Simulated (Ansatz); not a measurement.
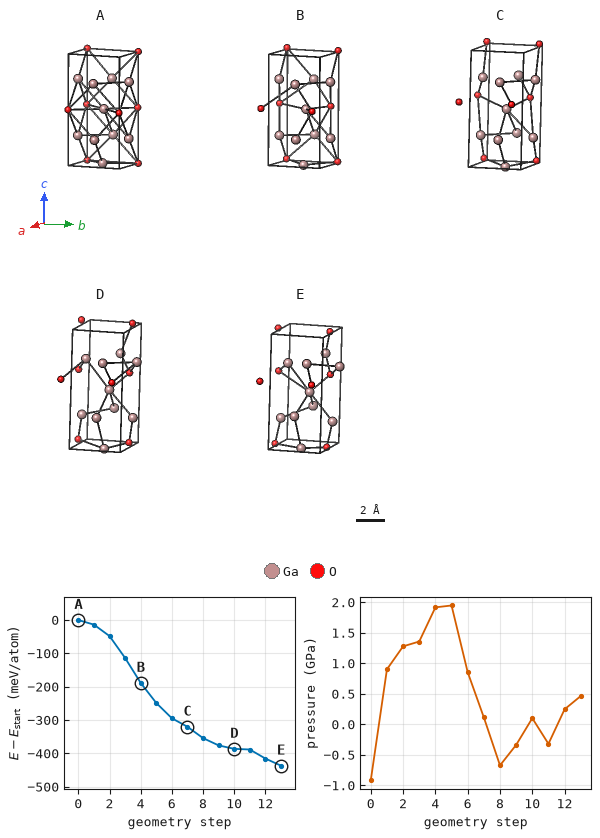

Frames of a relaxation of crystalline Ga$_{3}$O (built on the Cu3Au (L1_2)_221 type) (coarse preliminary run), marked on the history of the run. Style: ball-and-stick. Shown: the cell of the calculation, slightly off an axis.

Level of theory: Ansatz, DFT PBE, scalar-relativistic, plane waves, PAW. (plane-wave cutoff 420 eV; k-point mesh 6 × 6 × 4; occupations gaussian; smearing width 0.1 eV; no spin polarisation; cell and atoms relaxed; force threshold 0.015 eV/Å; at most 120 steps)

Question: What happens along the run?

Answer: The run was cut off at its time limit before the relaxation converged, so the last structure is only a point on the way. The energy falls by 436 meV per atom in 13 geometry steps. The largest force component goes from 0.6 to 0.34 eV/Å. Pressure: −0.91 GPa at the start and 0.47 GPa at the end. The largest move relative to the cell is that of an O atom, 1.27 Å along [2 −1 1]. Largest moves by element: O 1.27 Å, Ga 1.09 Å. The drawn cell changes as follows: a 4.037 → 4.275 Å (+5.9 %), b 3.997 → 4.088 Å (+2.3 %), c 8.145 → 8.385 Å (+2.9 %), α 91.1° → 91.6°, β 90.1° → 99.3°, γ 87.3° → 85.1°; the volume changes by +9.7 %. Some distances before and after: Ga–O 2.866 → 4.920 Å, Ga–O 2.851 → 4.871 Å, Ga–O 2.837 → 4.369 Å, Ga–O 2.777 → 3.969 Å. Bond angles that change, for instance: Ga–Ga–Ga 176.2° → 136.8°, Ga–Ga–Ga 120.4° → 91.6°, Ga–Ga–Ga 93.0° → 114.7°. The space group stays P1 (No. 1). Cost: 20 min on 1 thread of Arm Neoverse V1, with other jobs on the host, peak memory 0.61 GiB. From step 0 to 4: O atoms move most (0.62 Å), volume −1.4 %, energy −188 meV per atom. From step 4 to 7: an O atom moves most (0.49 Å), volume +8.0 %, energy −132 meV per atom. From step 7 to 10: a Ga atom moves most (0.58 Å), volume +2.0 %, energy −66.2 meV per atom. From step 10 to 13: a Ga atom moves most (0.51 Å), volume +1.1 %, energy −50.4 meV per atom.

```
step  E − E(0), meV/atom  largest force component, eV/Å  pressure, GPa  volume, Å³/atom
   0                0.00                         0.6041          -0.91           16.409
   1              -13.75                         0.3418           0.90           15.900
   2              -47.99                         0.8103           1.28           15.848
   3             -113.67                         1.1482           1.36           15.935
   4             -188.37                         1.0503           1.92           16.177
   5             -248.49                         0.7272           1.95           16.578
   6             -294.35                         0.5416           0.86           17.134
   7             -319.90                         0.6792           0.12           17.473
   8             -353.83                         0.3515          -0.67           17.764
   9             -375.72                         0.1508          -0.34           17.827
  10             -386.08                         0.2287           0.10           17.815
  11             -388.03                         0.5735          -0.32           17.809
  12             -415.05                         0.6280           0.25           17.887
  13             -436.49                         0.3420           0.47           18.005
```
